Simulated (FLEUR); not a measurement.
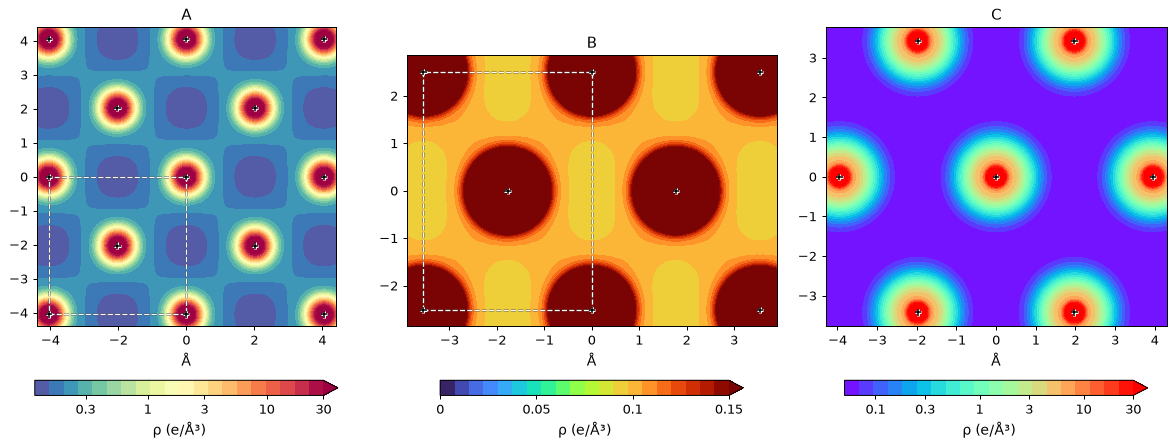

The electron density of 3 systems, each on a plane through atoms (crosses mark nuclei in the plane).

Level of theory: Kohn-Sham DFT of a periodic cell, PBE, all-electron in FLEUR.

System 1: Mg, the (011) plane of the conventional cell. Space group Im-3m; a structure from a database of computed crystals, not necessarily the ambient phase.

System 2: Ca, the (111) plane of the conventional cell. Space group Fm-3m.

```xyz
4
Lattice="5.5884 0.0000 0.0000 0.0000 5.5884 0.0000 0.0000 0.0000 5.5884" Properties=species:S:1:pos:R:3 pbc="T T T"
Ca    0.0000    0.0000    0.0000
Ca    2.7942    2.7942    0.0000
Ca    2.7942    0.0000    2.7942
Ca    0.0000    2.7942    2.7942
```

System 3: Al, the (001) plane of the conventional cell. Space group Fm-3m.

```
Al
1.0
     4.04961    0.00000    0.00000
     0.00000    4.04961    0.00000
     0.00000    0.00000    4.04961
Al
4
Direct
  0.00000 0.00000 0.00000
  0.50000 0.50000 0.00000
  0.50000 0.00000 0.50000
  0.00000 0.50000 0.50000
```

Match each panel to its system.

Answer. Panel A is system 3, Al: the plane holds Al. Al–Al (2.86 Å): ρ at the midpoint is about 0.2 e/Å³. Panel B is system 1, Mg: the plane holds Mg. Mg–Mg (3.07 Å): ρ is about 0.1 e/Å³ halfway. Panel C is system 2, Ca: the plane holds Ca. Ca–Ca (3.95 Å): the density is about 0.05 e/Å³ at the midpoint.
